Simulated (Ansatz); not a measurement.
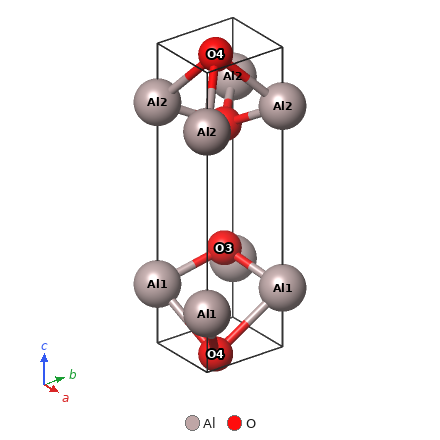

The system is Al2O3 (P-6m2, No. 187; 5 atoms in the cell); the picture shows the reference structure. 
- The energy is mapped over the lattice constants a and c of the conventional cell.
- First axis: lattice constant a (and b). Second axis: lattice constant c.
- Nothing is relaxed (fractional coordinates fixed).
- The grid has 7 × 7 points.
- Points are written as (first, second).
- Energies are in meV/atom, from the lowest grid point.
- These are results of DFT LDA+D3(BJ), scalar-relativistic, plane waves, PAW in Ansatz 0.2.0, not measurements. Settings: cutoff 520 eV, k-mesh 9×9×4 in the order of the run's cell vectors, gaussian smearing 0.05 eV, no spin polarisation.

Its coordinates:

```
CELL_PARAMETERS angstrom
2.82173 0.00000 0.00000
-1.41086 2.44369 0.00000
0.00000 0.00000 6.93952
ATOMIC_POSITIONS crystal
Al 0.00000 0.00000 0.19655
Al 0.00000 0.00000 0.80345
O 0.33333 0.66667 0.29317
O 0.66667 0.33333 0.00000
O 0.33333 0.66667 0.70683
```

Range: lattice constant a (and b) from 2.737 to 2.906 Å; lattice constant c from 6.315 to 7.564 Å.

Predict the map.

The lowest grid point is at (2.822 Å, 6.940 Å). It is the only kind of minimum in the scanned range. The highest grid point, (2.737 Å, 6.315 Å), lies 160 meV/atom above the lowest. Round the minimum the valley is somewhat tilted: raising lattice constant a (and b) shifts the best value of lattice constant c downwards (coupling k₁₂/√(k₁₁k₂₂) about 0.2). The gap on the k-mesh is 4.8 eV at the lowest point and runs from 3.5 to 5.7 eV over the map.

```tsv
lattice constant c ↓, lattice constant a (and b) →	2.737	2.765	2.793	2.822	2.850	2.878	2.906
7.564	93	77	70	70	79	94	116
7.356	60	42	33	33	40	54	75
7.148	41	21	11	8	14	27	47
6.940	39	17	4	0	4	16	34
6.731	57	31	16	9	11	20	37
6.523	96	67	48	39	38	45	59
6.315	160	127	104	91	87	91	103
```

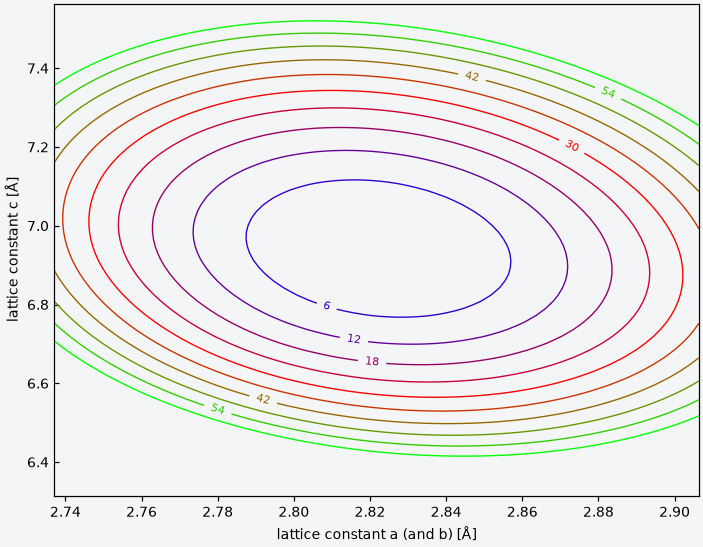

Drawn: contour lines labelled in meV/atom (none above 60). Between grid points the surface is interpolated.

Each point was launched as `ansatz run input.yaml --threads 1 --pin off --max-ram 2048MiB --backend cpu --events-out ev --progress --plain --runs-dir out`. The whole map (49 points run) took 6.4 min on 1 thread of Arm Neoverse N1 (shared host).

PAW datasets: the set soft_1.
